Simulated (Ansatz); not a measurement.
Mg: several calculations on one system

## 1. Relaxation

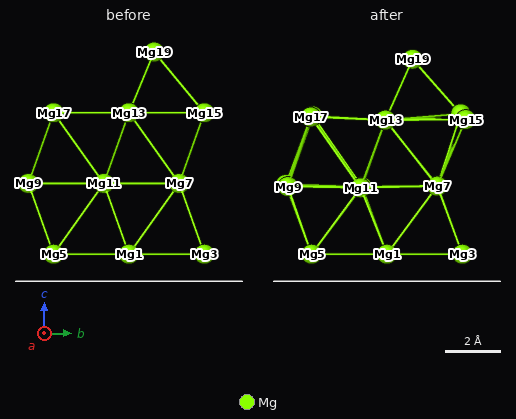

The structure of a slab of composition Mg before (left) and after (right) a constrained relaxation, at one scale.

Style: ball-and-stick. Shown: the cell of the calculation, outlined in the plane, without the vacuum (origin shifted), along the a axis.

It is Mg on Mg(0001), set down by a guess. The run prepares the start of a later molecular dynamics calculation, from a guessed geometry. 6 atoms are held fixed.

All numbers below come from DFT LDA, scalar-relativistic, plane waves, PAW (Ansatz 0.2.0).

Input file:
```yaml
crystal:
  lattice:
    - [6.42, 0.0, 0.0]
    - [4.815, 8.339825, 0.0]
    - [0.0, 0.0, 16.21304]
  atoms:
    - { symbol: Mg, position: [0.0, 0.0, 0.0616787] }
    - { symbol: Mg, position: [0.5, 0.0, 0.0616787] }
    - { symbol: Mg, position: [0.0, 0.3333333, 0.0616787] }
    - { symbol: Mg, position: [0.5, 0.3333333, 0.0616787] }
    - { symbol: Mg, position: [0.0, 0.6666667, 0.0616787] }
    - { symbol: Mg, position: [0.5, 0.6666667, 0.0616787] }
    - { symbol: Mg, position: [-0.1666667, 0.2222222, 0.2224456] }
    - { symbol: Mg, position: [0.3333333, 0.2222222, 0.2224456] }
    - { symbol: Mg, position: [-0.1666667, 0.5555556, 0.2224456] }
    - { symbol: Mg, position: [0.3333333, 0.5555556, 0.2224456] }
    - { symbol: Mg, position: [-0.1666667, 0.8888889, 0.2224456] }
    - { symbol: Mg, position: [0.3333333, 0.8888889, 0.2224456] }
    - { symbol: Mg, position: [0.0, 0.0, 0.3832125] }
    - { symbol: Mg, position: [0.5, 0.0, 0.3832125] }
    - { symbol: Mg, position: [0.0, 0.3333333, 0.3832125] }
    - { symbol: Mg, position: [0.5, 0.3333333, 0.3832125] }
    - { symbol: Mg, position: [0.0, 0.6666667, 0.3832125] }
    - { symbol: Mg, position: [0.5, 0.6666667, 0.3832125] }
    - { symbol: Mg, position: [0.1650926, 0.111223, 0.5213729] }
basis:
  ecutwfc: 420.0
kpoints:
  mp_grid: { grid: [2, 2, 1] }
hamiltonian:
  xc: lda
scf:
  occupations: { method: fermi_dirac, width: 0.1 }
  lower_state_search: "off"
relax:
  f_tol: 0.08
  max_steps: 25
  adjacent_minimum: "off"
  constraints: [{ sites: [0, 1, 2, 3, 4, 5] }]
```

Run as
```bash
ansatz run input.yaml --threads 2 --pin off --max-ram 5120MiB --backend cpu --events-out ev --progress --plain --runs-dir out
```

Q: Describe what moved and what it gained.

A: The energy falls by 0.102 eV per cell of the calculation in 2 geometry steps. The largest force component goes from 0.26 to 0.061 eV/Å. The atom that moves furthest is Mg14 (0.29 Å at 16° to the normal (−c side)). The cell stays as it was. Near-neighbour distances that change, for instance: Mg14–Mg15 3.210 → 3.403 Å, Mg13–Mg15 3.210 → 3.379 Å, Mg5–Mg11 3.198 → 3.039 Å, Mg9–Mg15 3.198 → 3.049 Å. Among the angles between lasting bonds that change: Mg13–Mg19–Mg15 67.1° → 69.6°.

Limits of the set-up: the k-point mesh is coarse for a cell with partly filled bands; the periodic images lie only 6.4 Å apart, so the values are limited by the cell's size.

## 2. Energy conservation

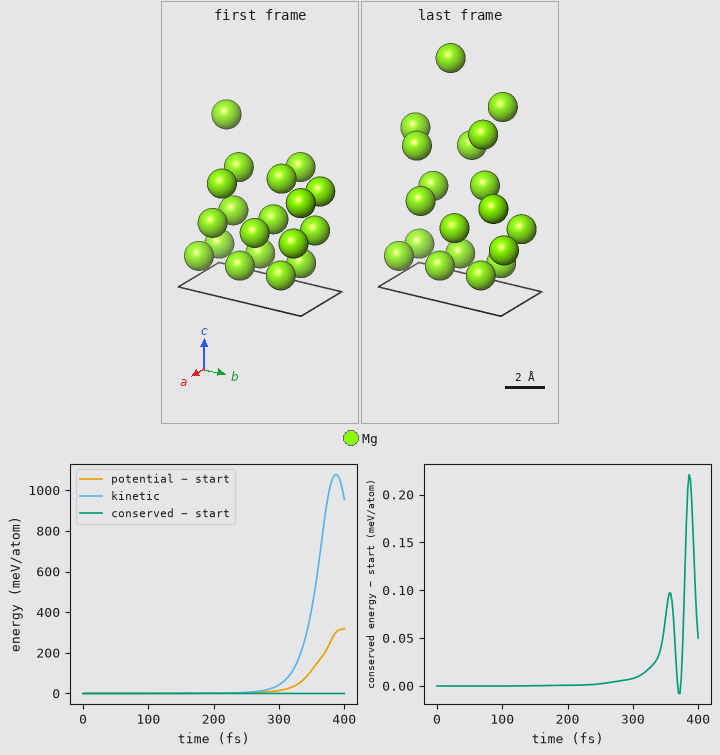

A Born-Oppenheimer molecular dynamics run of Mg on Mg(0001) (19 atoms in the cell), 400 fs long. A spheres-only model of the simulation cell, with the vacuum cut short, seen slightly off an axis.

Computed with Ansatz, DFT LDA, scalar-relativistic, plane waves, PAW. Set-up: plane-wave cutoff 420 eV; k-point mesh 2 × 2 × 1; Fermi-Dirac smearing 0.1 eV; 6 atoms held fixed; Nosé-Hoover thermostat (NVT); set temperature 1200 K; time step 2 fs; atoms at rest at the start; thermostat time 100.0 fs.

Question: How well is the energy conserved, and can the run be trusted?

Answer: The conserved quantity moves between −0.0079 and 0.22 meV per atom from its start, in jumps that begin near 364 fs. The integration has failed. The atoms start at rest, so the thermostat has only the motion that the forces set off to work on. The temperature peaks at 12173 K, at 388 fs, and is 10803 K at the end.

Limits of the set-up: the k-point mesh is coarse for a cell with partly filled bands; the periodic images lie only 6.4 Å apart, so the values are limited by the cell's size.

The run took 14 min on 2 threads of AMD EPYC 7B13 (Zen 3) (shared host), peak memory 1.5 GiB.

## 3. Energy conservation

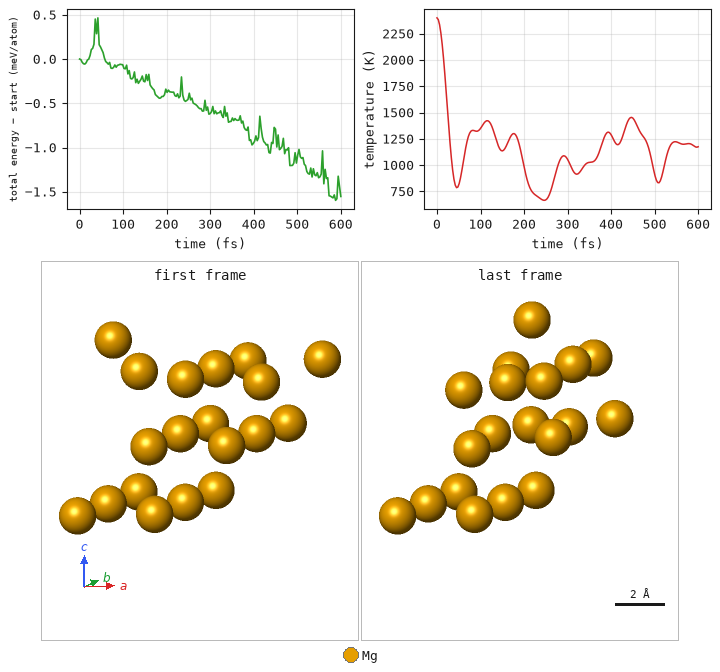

First-principles dynamics of Mg on Mg(0001) (19 atoms in the cell), 600 fs long. The picture is a spheres-only view of the simulation cell, with the vacuum cut short, seen slightly off an axis.

Level of theory: DFT LDA, scalar-relativistic, plane waves, PAW (Ansatz 0.2.0). Settings: plane-wave cutoff 420 eV; k-point mesh 2 × 2 × 1; Fermi-Dirac smearing 0.1 eV; 6 atoms held fixed; constant energy (NVE); velocities drawn for 2400 K; time step 3 fs.

Is this trajectory numerically sound?

Answer. The total energy stays between −1.6 and 0.47 meV per atom of its start. A straight-line fit has a slope that amounts to −1.6 meV per atom over 600 fs (1.5 % of the mean kinetic energy), its mean offset in the second half is 1.0 %, and the ripple about the line is 0.4 % of the kinetic energy's fluctuation. With a drift under 2 % and a ripple under 7 %, the integration is accurate. The self-consistency threshold is loose, so the forces are noisy. Over the second half the temperature averages 1152 K (spread ±156 K). The first frame carries almost no forces, so kinetic energy first flows into potential energy: the temperature drops from 2400 to 785 K within 45 fs, and without a thermostat its mean stays below the start. The potential energy in the second half lies on average 109 meV per atom above the first frame.

Limits of the set-up: the k-point mesh is coarse for a cell with partly filled bands; the periodic images lie only 6.4 Å apart, so the values are limited by the cell's size.
